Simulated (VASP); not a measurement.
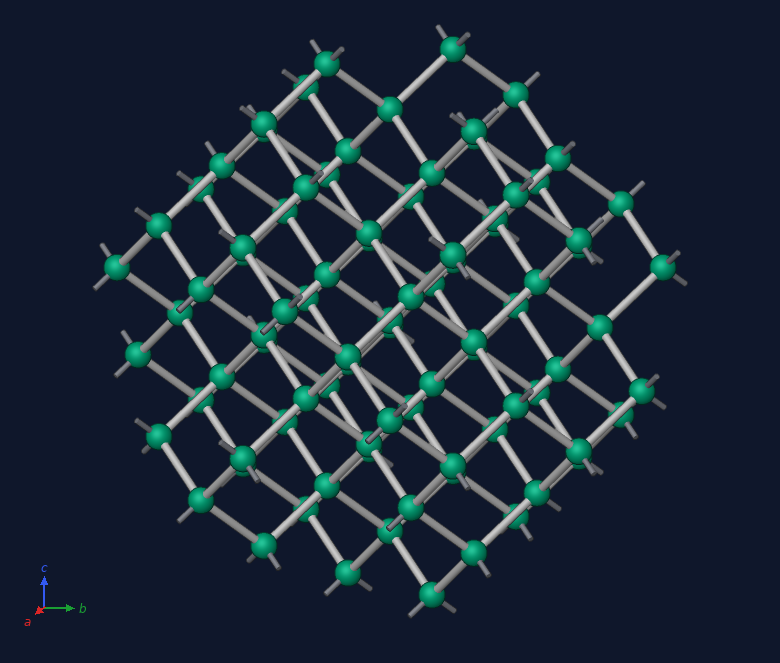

A cut-out of a periodic net derived from a crystal structure. Nodes are coloured by topological kind. Short stubs are edges that leave the cut-out.

Question: Describe the net.

Answer: A uninodal 4-connected, three-periodic net. It is the dia net, known from diamond, zinc blende and cristobalite.

Question: Give point symbol and coordination sequence.

Answer: 6⁶, sequence 4, 12, 24, 42, 64.

Where the net comes from. GaAs (space group F-43m, No. 216). Coordinates: an entry of the Crystallography Open Database, as set up for an electronic-structure calculation. Bonds are taken as As–Ga below 2.8 Å; no other contact counts. Atoms with one bond or none are removed and atoms with two bonds are replaced by edges, until no such atom is left. As and Ga are 4-connected nodes.
